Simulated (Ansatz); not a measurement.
## Single-point calculation, with input and output: HfO2 (part 2 of 2)

The same run, continued: HfO2 (slab, 36 atoms in the cell); DFT PBE+D3(BJ), scalar-relativistic, plane waves, PAW, no spin polarisation (Ansatz 0.2.0); cutoff 420 eV, 3×3×1 k-mesh, Gaussian smearing of 0.05 eV. The structure derives from an entry of the Crystallography Open Database. It belongs to a series of runs on one base structure; here: the slab at its places in the relaxed adsorbed structure.

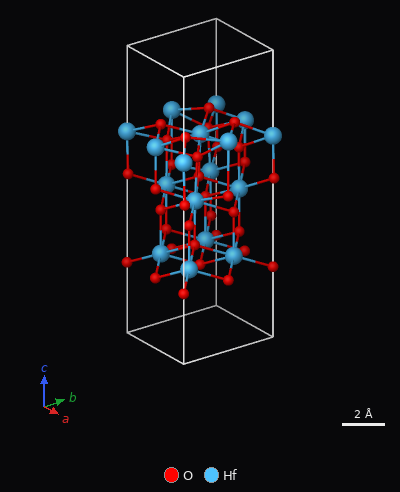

*The structure (ball-and-stick view of the cell of the calculation, with the vacuum cut short, seen slightly off an axis).*

What the program printed, continued:
```
  k-point 0: bands = ["-60.7484", "-59.5840", "-59.5790", "-59.5537", "-59.3580", "-59.2064", "-59.2006", "-59.1990", "-59.1987", "-59.1858", ... 64 levels left out ..., "-10.7205", "-10.6669", "-10.6667", "-10.6006", "-10.5837", "-9.4986", "-9.4975", "-9.4907", "-9.4901", "-9.4852", "-9.4797", "-9.4745", "-9.4724", "-9.4686", "-9.4661", "-9.4588", "-9.4545", "-9.4506", "-9.4413", "-9.4350", "-9.4265", "-9.4248", "-9.4155", "-9.4076", "-9.3939", "-9.3518", "-9.2456", "-9.2454", "-9.2267",
      "-9.2267", "-9.2028", "-9.2022", "-9.1778", "-9.1359", "-9.1358", "-9.1320", "-9.1270", "-9.1222", "-9.1220", "-9.1201", "-9.1198", "-9.1198", "-9.1016", "-9.1013", "-9.0903", "-9.0888", "-9.0829", "-9.0829", "-9.0811", "-9.0779", "-9.0747", "-9.0686", "-9.0672", "-9.0633", "-9.0626", "-9.0596", "-9.0550", "-9.0545", "-9.0533", "-9.0511", "-9.0443", "-9.0436", "-9.0414", "-9.0392", "-9.0382", "-9.0365", "-9.0342", "-9.0313", "-9.0306",
      "-9.0274", "-9.0231", "-9.0221", "-9.0215", "-9.0182", "-9.0050", "-9.0050", "-8.9869", "-8.9744", "-8.9743", "-8.9382", "-8.9336", "-8.8617", "-4.2918", "-4.2705", "-4.2691", "-3.4265", "-3.4235", "-3.2066", "-3.1103", "-3.1088", "-3.0527", "-2.8243", "-2.8171", "-2.6201", "-2.5088", "-2.5066", "-2.4802", "-2.4354", "-2.4318", "-2.3836", "-2.3835", "-2.0453", "-2.0401", "-1.9517", "-1.9139", "-1.9126", "-1.9044", "-1.7396", "-1.6827",
      "-1.6779", "-1.5455", "-1.1514", "-1.0680", "-1.0660", "-1.0014", "-0.8364", "-0.7892", "-0.7883", "-0.4266", "-0.3621", "-0.3533", "-0.1680", "-0.1486", "-0.1333", "-0.1322", "-0.1303", "-0.1203", "-0.0532", "0.0154", "0.0296", "0.0420", "0.0582", "0.0675", "0.1838", "0.2174", "0.2972", "0.3147", "0.3436", "0.3467", "0.4711", "0.6238", "0.6815", "0.6972", "0.7585", "0.7966", "0.8287", "1.0256", "1.0824", "1.2038",
      "1.3349", "1.3372", "1.6500", "1.6687", "1.6706", "4.3446", "4.9870", "5.0063", "5.7187", "5.7393", "5.9147", "5.9319", "5.9547", "6.1396", "6.1874", "6.1886", "6.3083", "6.3201", "6.3730", "6.3975", "6.4084", "6.4211", "6.4360", "6.4431", "6.5094", "6.7120", "6.7171", "6.7329", "6.8539", "7.1188", "7.1269", "7.1895", "7.2378", "7.2406", "7.2812", "7.3948", "7.3975", "7.4645", "7.9105", "7.9110",
      "7.9734", "8.1613", "8.4837", "8.5293", "8.8085", "8.8173", "9.0015", "9.0096", "9.0492", "9.0556", "9.1127"]
  k-point 1: bands = ["-60.7484", "-59.5837", "-59.5790", "-59.5539", "-59.3580", "-59.2049", "-59.2008", "-59.1994", "-59.1990", "-59.1863", ... 64 levels left out ..., "-10.7204", "-10.6678", "-10.6675", "-10.6010", "-10.5851", "-9.4985", "-9.4974", "-9.4899", "-9.4896", "-9.4846", "-9.4784", "-9.4742", "-9.4717", "-9.4665", "-9.4637", "-9.4609", "-9.4548", "-9.4488", "-9.4402", "-9.4378", "-9.4324", "-9.4251", "-9.4181", "-9.4011", "-9.3969", "-9.3716", "-9.2461", "-9.2450", "-9.2269",
      "-9.2267", "-9.2026", "-9.2017", "-9.1784", "-9.1349", "-9.1325", "-9.1300", "-9.1259", "-9.1217", "-9.1217", "-9.1198", "-9.1188", "-9.1187", "-9.0995", "-9.0989", "-9.0902", "-9.0857", "-9.0851", "-9.0830", "-9.0774", "-9.0757", "-9.0754", "-9.0694", "-9.0674", "-9.0650", "-9.0602", "-9.0593", "-9.0568", "-9.0550", "-9.0540", "-9.0499", "-9.0480", "-9.0434", "-9.0431", "-9.0413", "-9.0389", "-9.0384", "-9.0335", "-9.0311", "-9.0310",
      "-9.0294", "-9.0261", "-9.0242", "-9.0199", "-9.0149", "-9.0066", "-9.0061", "-8.9934", "-8.9800", "-8.9783", "-8.9557", "-8.9357", "-8.8984", "-3.8953", "-3.8468", "-3.7492", "-3.2226", "-3.1782", "-3.0726", "-3.0048", "-2.9865", "-2.9772", "-2.8441", "-2.7786", "-2.7445", "-2.6770", "-2.6143", "-2.5737", "-2.5105", "-2.4537", "-2.2256", "-2.1763", "-2.1164", "-2.0874", "-2.0786", "-2.0381", "-1.9234", "-1.8740", "-1.8430", "-1.7638",
      "-1.7366", "-1.5658", "-1.3268", "-1.2519", "-1.2006", "-1.1847", "-0.9911", "-0.9225", "-0.8938", "-0.7955", "-0.6885", "-0.6439", "-0.5993", "-0.5182", "-0.3760", "-0.3069", "-0.2997", "-0.1861", "-0.1580", "-0.0754", "-0.0477", "0.0286", "0.1153", "0.1634", "0.3098", "0.3100", "0.3990", "0.4539", "0.5235", "0.5477", "0.6047", "0.6076", "0.7510", "0.8032", "0.8671", "0.9148", "0.9685", "1.0021", "1.0926", "1.1516",
      "1.2685", "1.2961", "1.5079", "1.5858", "1.6256", "4.4420", "5.0626", "5.1568", "5.9229", "5.9794", "6.0306", "6.0974", "6.1273", "6.2100", "6.2122", "6.3054", "6.3367", "6.4052", "6.4404", "6.4748", "6.4957", "6.6059", "6.6225", "6.7035", "6.7366", "6.7806", "6.7807", "6.8142", "6.9554", "7.0473", "7.0554", "7.1169", "7.1807", "7.2143", "7.3051", "7.4557", "7.4927", "7.6578", "7.9535", "7.9924",
      "8.1452", "8.4605", "8.5309", "8.6609", "8.8241", "8.8707", "8.9050", "9.0042", "9.0337", "9.1000", "9.2142"]
  k-point 2: bands = ["-60.7484", "-59.5827", "-59.5801", "-59.5538", "-59.3580", "-59.2048", "-59.2012", "-59.1997", "-59.1986", "-59.1850", ... 64 levels left out ..., "-10.7204", "-10.6681", "-10.6673", "-10.6010", "-10.5851", "-9.4964", "-9.4952", "-9.4916", "-9.4909", "-9.4831", "-9.4779", "-9.4733", "-9.4704", "-9.4685", "-9.4653", "-9.4616", "-9.4576", "-9.4509", "-9.4404", "-9.4343", "-9.4287", "-9.4269", "-9.4157", "-9.4094", "-9.3962", "-9.3675", "-9.2461", "-9.2449", "-9.2268",
      "-9.2267", "-9.2024", "-9.2019", "-9.1783", "-9.1348", "-9.1326", "-9.1299", "-9.1260", "-9.1219", "-9.1216", "-9.1197", "-9.1188", "-9.1186", "-9.0992", "-9.0990", "-9.0903", "-9.0871", "-9.0858", "-9.0844", "-9.0789", "-9.0770", "-9.0746", "-9.0723", "-9.0669", "-9.0626", "-9.0611", "-9.0582", "-9.0568", "-9.0540", "-9.0529", "-9.0488", "-9.0461", "-9.0436", "-9.0430", "-9.0404", "-9.0390", "-9.0361", "-9.0337", "-9.0327", "-9.0301",
      "-9.0273", "-9.0268", "-9.0250", "-9.0242", "-9.0110", "-9.0063", "-9.0060", "-8.9950", "-8.9799", "-8.9783", "-8.9571", "-8.9357", "-8.8986", "-3.9015", "-3.8444", "-3.7488", "-3.2238", "-3.1735", "-3.0748", "-3.0083", "-2.9911", "-2.9677", "-2.8344", "-2.7937", "-2.7530", "-2.6682", "-2.6210", "-2.5775", "-2.5073", "-2.4529", "-2.2383", "-2.1683", "-2.1259", "-2.0774", "-2.0683", "-2.0406", "-1.9277", "-1.8691", "-1.8377", "-1.7617",
      "-1.7460", "-1.5581", "-1.3283", "-1.2542", "-1.2119", "-1.1834", "-0.9726", "-0.9366", "-0.8966", "-0.7880", "-0.6736", "-0.6457", "-0.6127", "-0.5113", "-0.3812", "-0.3175", "-0.2976", "-0.1926", "-0.1634", "-0.0766", "-0.0317", "0.0412", "0.1069", "0.1821", "0.2844", "0.3197", "0.4225", "0.4687", "0.5076", "0.5514", "0.6047", "0.6154", "0.7749", "0.8077", "0.8344", "0.9229", "0.9618", "0.9920", "1.0661", "1.1619",
      "1.2647", "1.3019", "1.5019", "1.5838", "1.6306", "4.4432", "5.0567", "5.1805", "5.9220", "5.9772", "6.0165", "6.0751", "6.1510", "6.1843", "6.2213", "6.3066", "6.3329", "6.4012", "6.4494", "6.4771", "6.4957", "6.6092", "6.6217", "6.7040", "6.7337", "6.7740", "6.7844", "6.8122", "6.9558", "7.0384", "7.0623", "7.1222", "7.1754", "7.2393", "7.3056", "7.4652", "7.4883", "7.6548", "7.9439", "7.9968",
      "8.1500", "8.4571", "8.5336", "8.6560", "8.8303", "8.8778", "8.9136", "9.0078", "9.0386", "9.0818", "9.2078"]
  k-point 3: bands = ["-60.7484", "-59.5826", "-59.5802", "-59.5539", "-59.3580", "-59.2032", "-59.2024", "-59.1999", "-59.1986", "-59.1854", ... 64 levels left out ..., "-10.7203", "-10.6682", "-10.6680", "-10.6012", "-10.5858", "-9.4963", "-9.4951", "-9.4912", "-9.4907", "-9.4823", "-9.4783", "-9.4729", "-9.4706", "-9.4659", "-9.4651", "-9.4610", "-9.4595", "-9.4506", "-9.4391", "-9.4357", "-9.4314", "-9.4254", "-9.4194", "-9.4025", "-9.3976", "-9.3802", "-9.2463", "-9.2447", "-9.2269",
      "-9.2268", "-9.2023", "-9.2017", "-9.1785", "-9.1339", "-9.1314", "-9.1289", "-9.1246", "-9.1219", "-9.1218", "-9.1198", "-9.1188", "-9.1178", "-9.0957", "-9.0949", "-9.0944", "-9.0910", "-9.0838", "-9.0808", "-9.0795", "-9.0779", "-9.0728", "-9.0705", "-9.0673", "-9.0631", "-9.0621", "-9.0600", "-9.0584", "-9.0528", "-9.0523", "-9.0505", "-9.0465", "-9.0448", "-9.0443", "-9.0426", "-9.0413", "-9.0350", "-9.0335", "-9.0331", "-9.0323",
      "-9.0297", "-9.0260", "-9.0243", "-9.0121", "-9.0094", "-9.0074", "-9.0033", "-8.9962", "-8.9841", "-8.9812", "-8.9766", "-8.9367", "-8.9150", "-3.4121", "-3.3463", "-3.3256", "-3.2550", "-3.1433", "-3.1312", "-2.9924", "-2.9691", "-2.9601", "-2.9291", "-2.8870", "-2.8612", "-2.7780", "-2.7436", "-2.6758", "-2.5474", "-2.2962", "-2.2578", "-2.2092", "-2.1182", "-2.0709", "-2.0322", "-1.9889", "-1.9115", "-1.8364", "-1.6852", "-1.6414",
      "-1.6236", "-1.5821", "-1.5641", "-1.5140", "-1.3703", "-1.3664", "-1.2853", "-1.1593", "-1.1080", "-0.8400", "-0.8163", "-0.7449", "-0.6665", "-0.6009", "-0.5648", "-0.5357", "-0.3259", "-0.1933", "-0.1428", "-0.0503", "0.0745", "0.0938", "0.1069", "0.1865", "0.1994", "0.3059", "0.4865", "0.5069", "0.6027", "0.6274", "0.6983", "0.7772", "0.8293", "0.8569", "0.8758", "0.9455", "0.9540", "1.1063", "1.1499", "1.1805",
      "1.1973", "1.3245", "1.4051", "1.4106", "1.4590", "4.4884", "5.1495", "5.2063", "6.0668", "6.0993", "6.1156", "6.1649", "6.2145", "6.2286", "6.2455", "6.3328", "6.4159", "6.5073", "6.5343", "6.5810", "6.6018", "6.6548", "6.7001", "6.7058", "6.7394", "6.8036", "6.8509", "6.8882", "6.8928", "6.8966", "7.0098", "7.1301", "7.2579", "7.2637", "7.3008", "7.4051", "7.4445", "7.7813", "8.1305", "8.1915",
      "8.2697", "8.3268", "8.5830", "8.6914", "8.9152", "8.9457", "9.0102", "9.0699", "9.0835", "9.0936", "9.2139"]
```

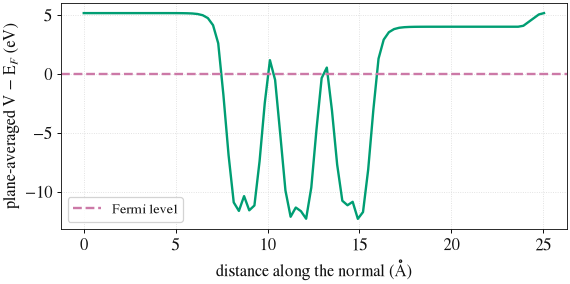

*Plane average of the electrostatic potential energy of an electron across the cell, from the Fermi level.*

The vacuum level lies 4.01 eV above the Fermi level on the upper side and 5.17 eV on the lower.

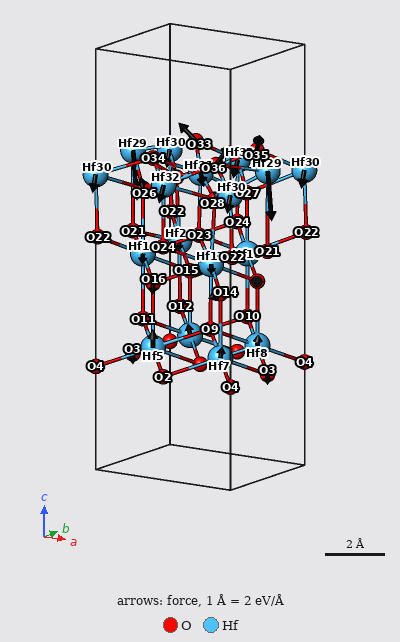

*Forces on the atoms as black arrows (ball-and-stick view of the cell of the calculation, with the vacuum cut short, seen slightly off an axis; atoms are numbered from 1 in the order of the input); the smallest are left out.*

The largest act on Hf29 (3.48 eV/Å); O36 (1.78 eV/Å); O33, O35 (1.75 eV/Å); Hf30, Hf32 (1.31 eV/Å), among others. The geometry is not a stationary point of this energy.

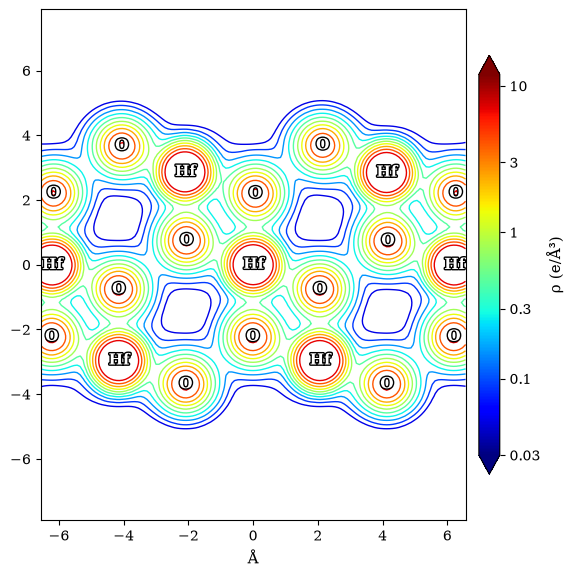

*Valence charge density (pseudo) on the (110) plane of the calculation cell, a cut from vacuum to vacuum.*

Hf–O (2.12 Å): ρ is about 0.72 e/Å³ halfway. Hf–O (2.20 Å): ρ is about 0.58 e/Å³ halfway. Hf–O (2.22 Å): ρ is about 0.54 e/Å³ halfway. Hf–O (2.28 Å): the density is about 0.46 e/Å³ at the midpoint. Hf–O (2.28 Å): ρ is about 0.46 e/Å³ halfway. The density dies away to nearly zero in the vacuum. In a PAW calculation such maps are meaningful between the atoms, not at the nuclei.

Results in brief:

| quantity | value |
| --- | --- |
| outcome | converged |
| electrons treated | 456 |
| free energy | −202337.3466 eV |
| work function, top face | 4.01 eV |
| work function, bottom face | 5.17 eV |
| Fermi energy | 3.008 eV |
| gap on the k-point mesh | 2.67 eV |
| work function (upper face) | 4.01 eV |
| largest force (length of the vector) | 3.480 eV/Å |
| wall time | 14 s (CPU time 1.8 min) |
| peak memory | 5 GiB |

Spin–orbit coupling is left out, which matters for Hf.
